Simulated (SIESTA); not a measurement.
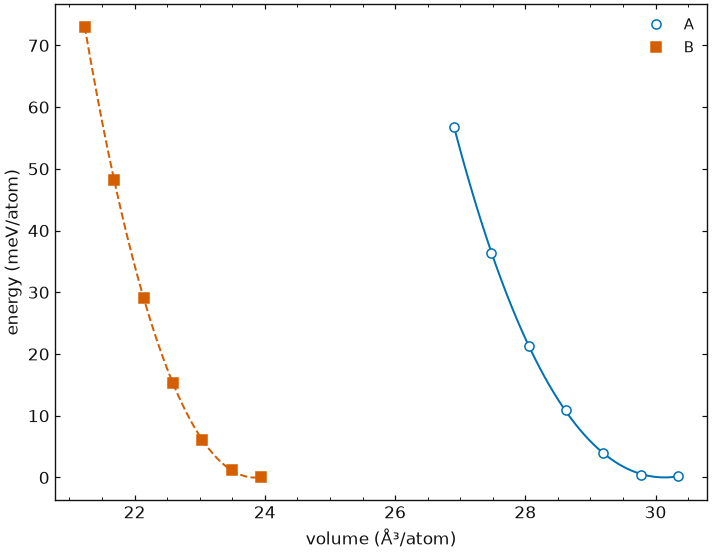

The figure compares two calculations of the energy against volume, each curve from its own zero. The first is for GaAs, space group F-43m (No. 216).

The cell holds 2 atoms.

Method: DFT in numerical atomic orbitals with pseudopotentials, no spin polarisation; energies at scaled volumes of the given cell, shape and fractions fixed, counted from the fit's minimum, third-order Birch-Murnaghan fit (SIESTA 5.4.2). Level: PBE.

```
         setting                                                                     value
          k mesh                                                                     8×8×8
     occupations                                                               Fermi–Dirac
  smearing width                                                                   0.05 eV
      potentials  PseudoDojo 0.4 standard, converted to PSML, two zetas on semicore shells
program settings                                             basis DZP, mesh cutoff 800 Ry
```

In the second, As is replaced by Sb on all its sites, which gives GaSb in the same structure.

Which of A and B is the second calculation, and what did the change do?

Answer. A. The equilibrium volume rises from 23.85 to 30.14 Å³/atom (+26 %) and the bulk modulus falls from 66.4 to 39.6 GPa (−40 %).

For GaAs, limits of the calculation: the fit and the printed pressures don't fully agree, or the minimum lies near the end of the range; mulliken charges of long orbitals.

For GaSb, limits of the calculation: mulliken charges of long orbitals.

V0 and the bulk modulus come from third-order Birch–Murnaghan fits.
